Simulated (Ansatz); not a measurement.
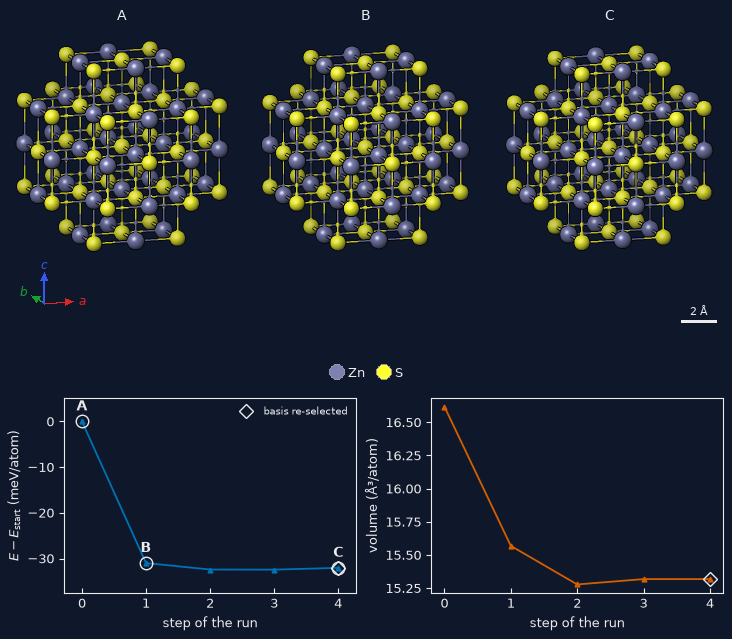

Frames of a relaxation of a crystal of ZnS (built on the rocksalt type), marked on the history of the run. Style: ball-and-stick. Shown: the conventional cell (4 times the calculation's cell), slightly off an axis. Lengths and directions refer to the drawn axes.

The calculation used Ansatz 0.2.0, DFT, LDA, plane waves, PAW.

The input:
```yaml
crystal:
  lattice:
    - [0.0, 2.5518826682, 2.5518826682]
    - [2.5518826682, 0.0, 2.5518826682]
    - [2.5518826682, 2.5518826682, 0.0]
  atoms:
    - { symbol: Zn, position: [0.0, 0.0, 0.0] }
    - { symbol: S, position: [0.5, 0.5, 0.5] }
kpoints:
  mp_grid: { grid: [8, 8, 8] }
hamiltonian:
  xc: lda
scf:
  occupations: { method: fermi_dirac, width: 0.02 }
relax:
  f_tol: 0.005
  cell: {}
```

Launched with:
```bash
ansatz run input.yaml --threads 2 --pin off --max-ram 2211MiB --backend cpu --events-out ev --progress --plain --runs-dir out
```

> What happens along the run?

No atom moves by more than 0.005 Å relative to the cell. Cell: a = b = c 5.104 → 4.967 Å (−2.7 %). Volume −7.8 %. Near-neighbour distances that change, for instance: Zn1–S2 2.552 → 2.484 Å. The space group stays Fm-3m (No. 225). Over 3 accepted moves (4 points after the start) the energy falls by 32.0 meV per atom. All forces vanish by symmetry, so only the cell relaxes. The pressure goes from −7.32 to −0.02 GPa. At 1 point the geometry stayed and the basis and grid were re-selected for the new cell (energy shift of 0.4 meV per atom at most each time). The run took of the order of 3 core-seconds on a shared host. From step 0 to 1: volume −6.3 %, energy −31.0 meV per atom. From step 1 to 4: volume −1.6 %, energy −1.1 meV per atom.
